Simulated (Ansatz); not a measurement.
System: rocksalt LiBr, space group Fm-3m, 2 atoms in the primitive cell, relaxed with r2SCAN; cubic a = 5.479 Å. Starting point: PBE, Ansatz PAW set, no spin polarisation, no spin-orbit coupling, 4×4×4 k mesh, 420 eV cutoff, fixed occupations (Ansatz). Many-body step: G0W0 with empty bands 171, screening cutoff 150 eV and frequency treatment contour deformation.

In PBE the smallest gap over these k points is 4.99 eV, with direct gaps of 4.99 eV at Γ, 5.90 eV at L and 7.41 eV at X.

Q: What does G0W0 give?

A: Over the k points that were corrected, the smallest gap goes from 4.99 eV in PBE (direct at Γ) to 7.21 eV in G0W0 (direct at Γ), a change of +2.22 eV (+45 %). Counted from the valence top, the lowest empty level moves by +2.22 eV at Γ, +2.18 eV at L and +2.24 eV at X; over the 7 points that were corrected the shifts run from +2.18 to +2.31 eV: a spread of 0.13 eV on a mean of 2.24 eV, so one scissor shift describes this level well. The top filled level also moves against the valence top, by −0.12 eV at X. Down to 1.5 eV under the top, the filled levels drop by about 0.09 eV more for each eV of depth, so the valence band is stretched by about 9 %.

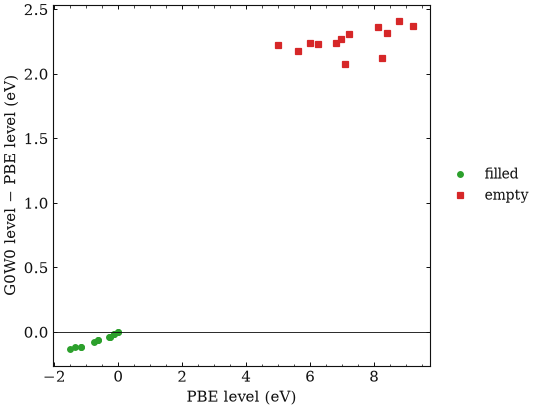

Change of each level from PBE to G0W0 against its PBE energy, both sets counted from their own valence top.

```csv
k point,PBE direct gap (eV),G0W0 direct gap (eV)
Γ,4.99,7.21
L,5.90,8.11
X,7.41,9.77
```

The k mesh is coarse (spacing up to 0.50 Å⁻¹), so the values aren't converged. Spin-orbit coupling is left out, which matters for Br. Bands, cutoffs and mesh are finite, so these values aren't at the basis limit.
